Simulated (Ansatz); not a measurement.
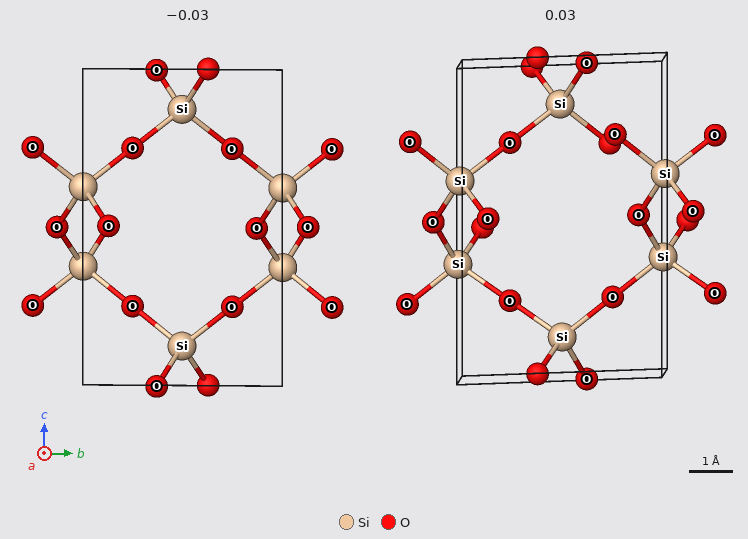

Crystalline SiO₂ (set up in Fddd), under shear of c along a (cell held, atoms relaxed), with energies (extrapolated to zero smearing) counted from the relaxed crystal, which is the row at zero. The picture shows the first and the last member. Style: ball-and-stick. Shown: the cell of the calculation, reduced to other axes, along the a axis. Lengths and directions refer to the drawn axes.

Computed with Ansatz 0.2.0: DFT LDA, scalar-relativistic, plane waves, PAW. Set-up: plane-wave cutoff 420 eV; k-point mesh 6 × 6 × 6; occupations gaussian; smearing width 0.02 eV; no spin polarisation; atoms relaxed in a fixed cell; force threshold 0.008 eV/Å.

```json
{"strain": "−0.03", "energy (meV/atom)": "2.75", "a (Å)": "4.696", "b (Å)": "5.195", "c (Å)": "7.708", "band gap (eV)": "5.56"}
{"strain": "−0.015", "energy (meV/atom)": "0.69", "a (Å)": "4.695", "b (Å)": "5.223", "c (Å)": "7.708", "band gap (eV)": "5.59"}
{"strain": "0.0", "energy (meV/atom)": "0.00", "a (Å)": "4.694", "b (Å)": "5.252", "c (Å)": "7.708", "band gap (eV)": "5.60"}
{"strain": "0.015", "energy (meV/atom)": "?", "a (Å)": "?", "b (Å)": "?", "c (Å)": "?", "band gap (eV)": "?"}
{"strain": "0.03", "energy (meV/atom)": "2.70", "a (Å)": "4.696", "b (Å)": "5.312", "c (Å)": "7.708", "band gap (eV)": "5.58"}
```

> Fill in the missing row.

A parabola through three neighbouring rows (−0.015, 0.0, 0.03) gives, with Lagrange weights, (−0.3333)(0.69) + (1.0000)(0.00) + (0.3333)(2.70) = 0.67 meV/atom. The calculation gives 0.68 meV/atom (a = 4.695 Å, b = 5.282 Å, c = 7.708 Å). The estimate is 0.01 meV/atom too low. For the gap a parabola through the rows −0.015, 0.0, 0.03 gives 5.60 eV, and the calculation 5.60 eV (semilocal gaps, lower than measured ones as a rule). From the first member to the last: O–Si 1.592 → 1.603 Å, O–Si 1.618 → 1.609 Å.

The whole series:

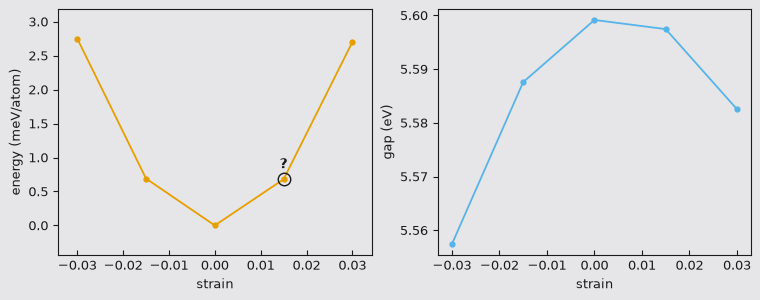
